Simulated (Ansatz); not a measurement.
## What a change does: single-point calculation on CuNi₃

System: CuNi₃ (Cmmm, 4 atoms in the cell).
Method of the first run: DFT PBEsol, scalar-relativistic, plane waves, PAW, spin-polarised (Ansatz 0.2.0).

The structure derives from a Materials Project entry. Text and figures count atoms from 1; the logs count them from 0 in places.

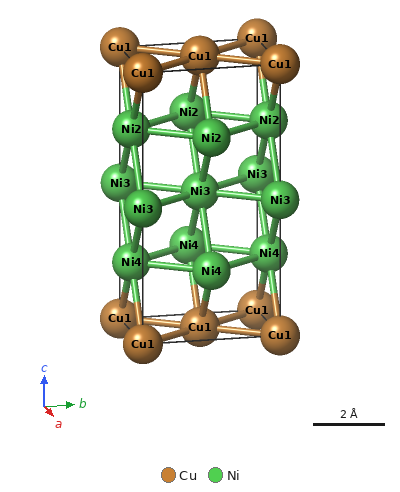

The structure (ball-and-stick view of the cell 2 times as large as that of the calculation, set on its symmetry axes, seen slightly off an axis; atoms are numbered from 1 in the order of the input). Near neighbours in the crystal (not all of them lie inside the picture): Cu has 4 Cu at 2.43 Å and 4 Ni at 2.46 Å; Ni has 2 Cu at 2.46 Å and 6 Ni at 2.39 to 2.43 Å; Ni has 8 Ni at 2.39 to 2.43 Å.

### The input, the first run
```yaml
crystal:
  lattice:
    - [1.395212, -1.987154, 0.0]
    - [1.395212, 1.987154, 0.0]
    - [0.0, 0.0, 7.934886]
  atoms:
    - { symbol: Cu, position: [0.0, 0.0, 0.0] }
    - { symbol: Ni, position: [0.5, 0.5, 0.745314] }
    - { symbol: Ni, position: [0.0, 0.0, 0.5] }
    - { symbol: Ni, position: [0.5, 0.5, 0.254686] }
basis:
  ecutwfc: 420
kpoints:
  mp_grid: { grid: [18, 18, 6] }
hamiltonian:
  xc: pbesol
scf:
  occupations: { method: gaussian, width: 0.1 }
  lower_state_search: "off"
output:
  forces: true
  stress: true
  eigenvalues: true
magnetization:
  spin_polarized: true
  initial_magnetization: 0.0
  spin_locking: { lock_magnetization: hard }
```

Launched with:
```bash
ansatz run input.yaml --threads 1 --pin off --max-ram 2560MiB --backend cpu --events-out ev --progress --plain --runs-dir out
```

Hardware: 1 thread of Arm Neoverse V2, 24 GiB of memory available, shared host.

### Output, shortened to warnings, some set-up lines, iterations and results (the first run)
```
Warning: output.stress: scf.convergence.dr2_threshold = 1e-7 eV (the SCF's general default) is looser than the 4e-10 eV advised for a printed stress (1e-10 eV for each atom of the cell: 4). What an SCF threshold leaves in a stress goes as its square root, and in the free energy as the threshold itself, and one threshold admits the most on a small cell: of the crystals measured, under no hybrid …
Basis set: ecut = 420 eV, 833 PW (Γ), exchange–correlation on 36×36×108 points (8 copies of the dense FFT grid, shifted against one another)
Symmetry: 8 space group operations
k-points: 364 of 1944
Initial density: superposition of atomic densities (chi_scale 0.1, normalization cell, long waves kept (reshape's long-wave potential 0.02 eV rms))
[...]
SCF iter   1: F=—  HF=-24015.222540 eV  |F-HF|=—  |Δ(HF+E_count)|=         —  Δρ=4.14e-1 (↑4.14e-1 ↓4.14e-1)  dr2=4.04e2  dr2_m=0.00e0  M=0.000 μB ∫|m|=0.000 μB  β_m=0.30  …
SCF iter   2: F=—  HF=-24019.816411 eV  |F-HF|=—  |Δ(HF+E_count)|=    4.59e0  Δρ=2.33e-1 (↑2.33e-1 ↓2.33e-1)  dr2=5.61e1  dr2_m=0.00e0  M=0.000 μB ∫|m|=0.000 μB  β_m=0.25  …
SCF iter   3: F=—  HF=-24005.366636 eV  |F-HF|=—  |Δ(HF+E_count)|=    1.44e1  Δρ=1.03e-1 (↑1.03e-1 ↓1.03e-1)  dr2=1.01e1  dr2_m=0.00e0  M=0.000 μB ∫|m|=0.000 μB  β_m=0.45  …
SCF iter   4: F=—  HF=-24003.440385 eV  |F-HF|=—  |Δ(HF+E_count)|=    1.93e0  Δρ=4.48e-2 (↑4.48e-2 ↓4.48e-2)  dr2=6.06e0  dr2_m=0.00e0  M=0.000 μB ∫|m|=0.000 μB  β_m=0.37  …
SCF iter   5: F=—  HF=-24003.384607 eV  |F-HF|=—  |Δ(HF+E_count)|=   5.58e-2  Δρ=4.63e-2 (↑4.63e-2 ↓4.63e-2)  dr2=3.36e0  dr2_m=0.00e0  M=0.000 μB ∫|m|=0.000 μB  β_m=0.28  …
[... 10 lines ...]
SCF iter  16: F=—  HF=-24003.257250 eV  |F-HF|=—  |Δ(HF+E_count)|=   9.31e-8  Δρ=1.50e-5 (↑1.50e-5 ↓1.50e-5)  dr2=4.40e-7  dr2_m=0.00e0  M=0.000 μB ∫|m|=0.000 μB  β_m=0.65  …
SCF iter  17: F=—  HF=-24003.257250 eV  |F-HF|=—  |Δ(HF+E_count)|=   1.39e-8  Δρ=9.48e-6 (↑9.48e-6 ↓9.48e-6)  dr2=1.36e-7  dr2_m=0.00e0  M=0.000 μB ∫|m|=0.000 μB  β_m=0.51  …
SCF iter  18: F=-24003.257250 eV  HF=-24003.257250 eV  |F-HF|=4.53e-8  |Δ(HF+E_count)|=   6.81e-9  Δρ=5.07e-6 (↑5.07e-6 ↓5.07e-6)  dr2=4.79e-8  dr2_m=0.00e0  M=0.000 μB …
SCF iter  19: F=-24003.257250 eV  HF=-24003.257250 eV  |F-HF|=1.31e-9  |Δ(HF+E_count)|=   1.37e-9  Δρ=8.53e-7 (↑8.53e-7 ↓8.53e-7)  dr2=1.38e-9  dr2_m=0.00e0  M=0.000 μB …
SCF 1 converged in 19 iterations: F = -24003.257250 eV  dr2 = 1.38e-9
SCF converged after 19 iterations
Stability checked in part: among states of this total moment the steps that led to this state did not find it unstable. No probe was made; neither looks for a lower state of another moment (fixed_total_moment; see scf.lower_state_search)
an eigenvalue changed by more than its tolerance at an iteration that met the thresholds in force, so the SCF went on 1 time: the last check found none over its tolerance
Magnetization: 0.0000 μB (36.5000 up, 36.5000 down)
Absolute magnetization: 0.0000 μB (∫|ρ↑−ρ↓|)
Spin contamination: 0.0000 ħ² per cell (⟨S²⟩ above its minimum at these occupations)
Per-site moments (μB) at R_I (Å): [(0.0, 1.00156813969822), (0.0, 0.9879034092115169), (0.0, 0.9879034092115168), (0.0, 0.9879034092115168)]
Free energy (F): -24003.257250 eV
Harris-Foulkes:  -24003.257250 eV  (|F-HF|=1.31e-9)
Internal energy: -24003.220688 eV  (E = F + TS)
E sigma→0 (E₀):  -24003.238969 eV
Entropy (-TS):   -0.036562 eV (-9.140 meV/atom)
Fermi energy:    17.603667 (↑ 17.603667, ↓ 17.603667) eV
--- Per-component energies (eV) ---
  E_band       = -1200.274146
  E_kinetic    = 1148.966525
  E_local      = -14295.246446  (includes V_loc(G=0)·N_el)
  E_nonlocal   = 2303.462513
  E_hartree    = 6053.949667
  E_xc         = -342.228789
  E_vxc        = -443.070865  (∫ρ·V_xc dr)
  E_paw        = -6412.475946  (= ΣΔE_a)
  E_vpaw       = -2022.288372  (= ΣTr[D̂ρ^β])
  E_aug_tail   = 0.001759  (compensation charges beyond the density's cutoff)
  E_ewald      = -12460.448040
  E_core_change = 0.798069  (= ΣΔE_core)
  E_smearing   = -0.036562  (= −TS)
  E_closure    = -0.000000  (closes the sum)
  Σ components = -24003.257250   (vs F -24003.257250, Δ=0.00e0)
--- Forces (eV/Å), atoms counted from 1 ---
  atom   1  Cu    -0.00000000     0.00000000     0.00000000
  atom   2  Ni     0.00000000    -0.00000000     0.02841649
  atom   3  Ni    -0.00000000     0.00000000     0.00000000
  atom   4  Ni     0.00000000     0.00000000    -0.02841649
  max |Σ_I F_I| component: 3.47e-18 eV/Å
--- Stress (GPa, compression-positive) ---
       -7.500567       0.000000      -0.000000
        0.000000      -7.450375      -0.000000
       -0.000000      -0.000000      -6.136018
  P = ⅓ Tr σ = -7.0290 GPa (-70.290 kbar)
```

For the second run the input was changed thus:
```diff
-  initial_magnetization: 0.0
+  initial_magnetization: 3.38
```

Predict how the results change.

The total moment is fixed by the input in the first run and the second run, so the state need not be the lowest. With the same functional and potentials, the second run lies 137.0 meV per atom higher. The net moment of the cell goes from 0.00 to 3.38 μB. The pressure goes from −7.03 to −1.75 GPa. The SCF takes 20 iterations against 19. On the same kind of shared host the second run took about 2 times as long.

### Output, shortened to warnings, some set-up lines, iterations and results (the second run)
```
Warning: output.stress: scf.convergence.dr2_threshold = 1e-7 eV (the SCF's general default) is looser than the 4e-10 eV advised for a printed stress (1e-10 eV for each atom of the cell: 4). What an SCF threshold leaves in a stress goes as its square root, and in the free energy as the threshold itself, and one threshold admits the most on a small cell: of the crystals measured, under no hybrid …
Basis set: ecut = 420 eV, 833 PW (Γ), exchange–correlation on 36×36×108 points (8 copies of the dense FFT grid, shifted against one another)
Symmetry: 8 space group operations
k-points: 364 of 1944
Initial density: superposition of atomic densities (chi_scale 0.1, normalization cell)
[...]
SCF iter   1: F=—  HF=-24015.003230 eV  |F-HF|=—  |Δ(HF+E_count)|=         —  Δρ=5.39e-1 (↑2.42e-1 ↓5.39e-1)  dr2=3.69e2  dr2_m=9.16e0  M=3.380 μB ∫|m|=3.380 μB  β_m=0.30  …
SCF iter   2: F=—  HF=-24016.623899 eV  |F-HF|=—  |Δ(HF+E_count)|=    1.62e0  Δρ=3.35e-1 (↑1.12e-1 ↓3.35e-1)  dr2=5.11e1  dr2_m=5.56e0  M=3.380 μB ∫|m|=3.380 μB  β_m=0.25  …
SCF iter   3: F=—  HF=-24004.200313 eV  |F-HF|=—  |Δ(HF+E_count)|=    1.24e1  Δρ=1.84e-1 (↑2.80e-2 ↓1.84e-1)  dr2=8.81e0  dr2_m=3.18e0  M=3.380 μB ∫|m|=3.380 μB  β_m=0.62  …
SCF iter   4: F=—  HF=-24003.552209 eV  |F-HF|=—  |Δ(HF+E_count)|=   6.48e-1  Δρ=2.09e-1 (↑4.53e-2 ↓2.09e-1)  dr2=2.52e1  dr2_m=3.31e0  M=3.380 μB ∫|m|=3.380 μB  β_m=0.51  …
SCF iter   5: F=—  HF=-24003.691330 eV  |F-HF|=—  |Δ(HF+E_count)|=   1.39e-1  Δρ=1.83e-1 (↑4.29e-2 ↓1.83e-1)  dr2=2.15e1  dr2_m=2.28e0  M=3.380 μB ∫|m|=3.380 μB  β_m=0.37  …
[... 11 lines ...]
SCF iter  17: F=—  HF=-24002.709435 eV  |F-HF|=—  |Δ(HF+E_count)|=   1.44e-7  Δρ=4.45e-5 (↑1.54e-5 ↓4.45e-5)  dr2=2.00e-6  dr2_m=9.49e-8  M=3.380 μB ∫|m|=3.381 μB  β_m=0.89  …
SCF iter  18: F=—  HF=-24002.709435 eV  |F-HF|=—  |Δ(HF+E_count)|=   9.65e-8  Δρ=2.30e-5 (↑3.19e-6 ↓2.30e-5)  dr2=3.40e-7  dr2_m=4.38e-8  M=3.380 μB ∫|m|=3.381 μB  β_m=0.72  …
SCF iter  19: F=—  HF=-24002.709435 eV  |F-HF|=—  |Δ(HF+E_count)|=   1.14e-9  Δρ=1.72e-5 (↑2.67e-6 ↓1.72e-5)  dr2=2.13e-7  dr2_m=2.34e-8  M=3.380 μB ∫|m|=3.381 μB  β_m=0.49  …
SCF iter  20: F=-24002.709435 eV  HF=-24002.709435 eV  |F-HF|=1.66e-8  |Δ(HF+E_count)|=   4.91e-9  Δρ=4.58e-6 (↑9.28e-7 ↓4.58e-6)  dr2=1.68e-8  dr2_m=1.57e-9  M=3.380 μB …
SCF 1 converged in 20 iterations: F = -24002.709435 eV  dr2 = 1.68e-8
SCF converged after 20 iterations
Stability checked in part: among states of this total moment the steps that led to this state did not find it unstable. No probe was made; neither looks for a lower state of another moment (fixed_total_moment; see scf.lower_state_search)
Magnetization: 3.3800 μB (38.1900 up, 34.8100 down)
Absolute magnetization: 3.3814 μB (∫|ρ↑−ρ↓|, with the PAW one-centre terms)
Spin contamination: 0.0178 ħ² per cell (⟨S²⟩ above its minimum at these occupations)
Per-site moments (μB) at R_I (Å): [(0.18083611619985585, 1.00156813969822), (1.020163821922234, 0.9879034092115169), (1.054860244967393, 0.9879034092115168), (1.0201638219222338, 0.9879034092115168)]
Free energy (F): -24002.709435 eV
Harris-Foulkes:  -24002.709435 eV  (|F-HF|=1.66e-8)
Internal energy: -24002.673384 eV  (E = F + TS)
E sigma→0 (E₀):  -24002.691409 eV
Entropy (-TS):   -0.036051 eV (-9.013 meV/atom)
Fermi energy:    18.158419 (↑ 18.806053, ↓ 17.510785) eV
--- Per-component energies (eV) ---
  E_band       = -1210.771568
  E_kinetic    = 1144.871455
  E_local      = -14273.382893  (includes V_loc(G=0)·N_el)
  E_nonlocal   = 2297.207346
  E_hartree    = 6036.725082
  E_xc         = -342.598754
  E_vxc        = -443.558656  (∫ρ·V_xc dr)
  E_paw        = -6405.847437  (= ΣΔE_a)
  E_vpaw       = -2009.361596  (= ΣTr[D̂ρ^β])
  E_aug_tail   = 0.001788  (compensation charges beyond the density's cutoff)
  E_ewald      = -12460.448040
  E_core_change = 0.798069  (= ΣΔE_core)
  E_smearing   = -0.036051  (= −TS)
  E_closure    = -0.000000  (closes the sum)
  Σ components = -24002.709435   (vs F -24002.709435, Δ=0.00e0)
--- Forces (eV/Å), atoms counted from 1 ---
  atom   1  Cu     0.00000000     0.00000000     0.00000000
  atom   2  Ni     0.00000000    -0.00000000    -0.02383512
  atom   3  Ni    -0.00000000     0.00000000     0.00000000
  atom   4  Ni     0.00000000     0.00000000     0.02383512
  max |Σ_I F_I| component: 9.86e-32 eV/Å
--- Stress (GPa, compression-positive) ---
       -3.211906       0.000000      -0.000000
        0.000000      -1.652863       0.000000
       -0.000000       0.000000      -0.390168
  P = ⅓ Tr σ = -1.7516 GPa (-17.516 kbar)
```

### The two runs side by side

```tsv
quantity	the first run	the second run
outcome	converged	converged
free energy per atom (eV)	−6000.8143	−6000.6774
energy per atom, smearing taken to zero (eV)	−6000.8097	−6000.6729
gap on the mesh (eV)	0.00	0.00
net moment of the cell (μB)	0.00	3.38
absolute moment of the cell (μB)	0.00	3.38
pressure (GPa)	−7.03	−1.75
largest force (eV/Å)	0.028	0.024
SCF iterations	19	20
irreducible k-points	364	364
plane waves at Γ	833	833
wall time (shared host)	67 s	2.2 min
```

For both runs: Warnings: the SCF threshold is looser than advised for the printed stress. For the first run: The cell is under a tension of 7.0 GPa at this level, so it is not at its equilibrium volume.
